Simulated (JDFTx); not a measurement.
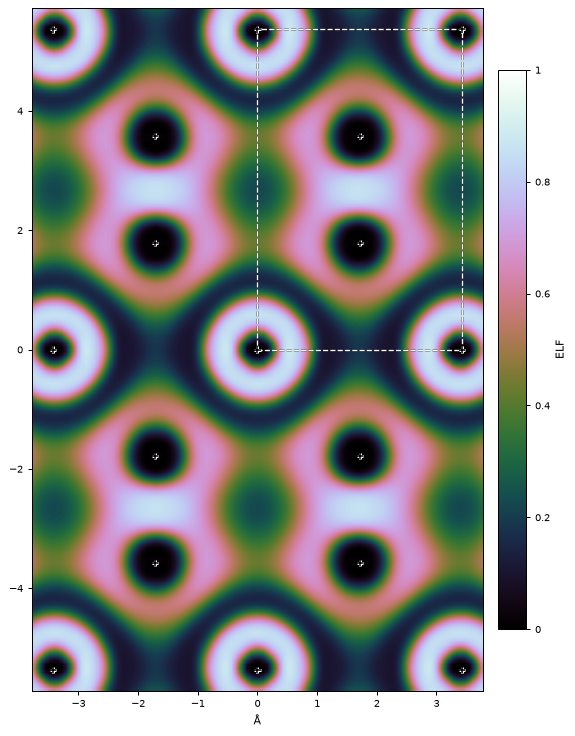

The ELF on a plane through atoms (crosses mark nuclei in the plane).

Theory: JDFTx 1.7.0 (patched build), Kohn-Sham DFT of a periodic cell, PBE, PseudoDojo-SR-PBE-0.5-standard.

Candidates:
A. BAs, a = 4.71 Å, b = 4.71 Å, c = 4.71 Å, α = 90.00°, β = 90.00°, γ = 90.00°. Space group F-43m; computed pressure about 9 GPa in this cell.
B. HfB2, a = 3.10 Å, b = 3.10 Å, c = 3.43 Å, α = 90.00°, β = 90.00°, γ = 120.00°. Space group P6/mmm; computed pressure about 13 GPa in this cell.
C. Ta, a = 3.35 Å, b = 3.35 Å, c = 3.35 Å, α = 90.00°, β = 90.00°, γ = 90.00°. Space group Im-3m; computed pressure about −5 GPa in this cell.

Which candidate gave the map?

Answer. Candidate B: HfB2 on the (110) plane of the conventional cell, which holds Hf and B. B–B (1.79 Å): the ELF peaks at about 0.85 between the atoms. Hf–B (2.48 Å): the ELF peaks at about 0.60 in the valence shell of B, 0.8 Å from its nucleus, and is about 0.20 at the midpoint.
